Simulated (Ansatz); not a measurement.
System: Sc, space group P6_3/mmc (No. 194).

Starting cell:
```
Sc
1.0
     3.31937    0.00000    0.00000
    -1.65969    2.87466    0.00000
     0.00000    0.00000    5.16785
Sc
2
Direct
  0.33333 0.66667 0.25000
  0.66667 0.33333 0.75000
```

Method: periodic Kohn-Sham DFT of a crystal at fixed atoms, scaled to the stated factor times the given cell; pressure positive in compression (Ansatz 0.2.0). Level: PBE.

method frozen-core PAW; relativity scalar; k mesh 15×15×8; occupations Fermi–Dirac; smearing width 0.05 eV; wave cutoff 420 eV; PAW set soft_2.

V(given) is 24.66 Å³/atom.

What does the calculation give for the pressure and largest field gradient Vzz against V/V(given)? The V/V(given) takes the values 0.941, 0.980, 1.000, 1.020, 1.060.

The pressure falls from 3.655 GPa at V/V(given) 0.941 to −2.878 GPa at 1.060, and changes sign near 1.000. The largest field gradient Vzz falls from 1.582 1e21 V/m² at V/V(given) 0.941 to 1.090 1e21 V/m² at 1.060. The volume at zero pressure from a fit of the pressures is 24.6 Å³/atom. The bulk modulus from that fit is 54.4 GPa.

```
V/V(given)  pressure (GPa)  largest field gradient Vzz (1e21 V/m²)
     0.941           3.655                                   1.582
     0.980           1.109                                   1.402
     1.000          -0.022                                   1.318
     1.020          -1.058                                   1.238
     1.060          -2.878                                   1.090
```

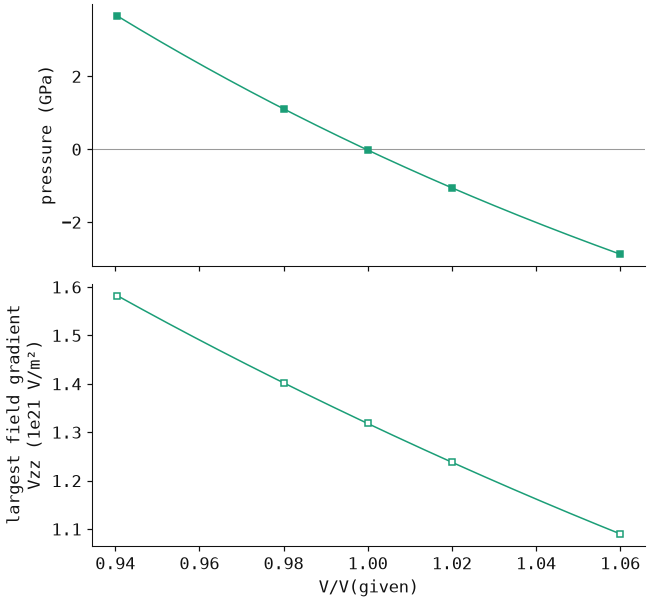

Caveats: no gap: field gradients move with the k mesh; shape and atomic fractions are frozen while scaling, which makes layered, chain and framework solids too stiff.
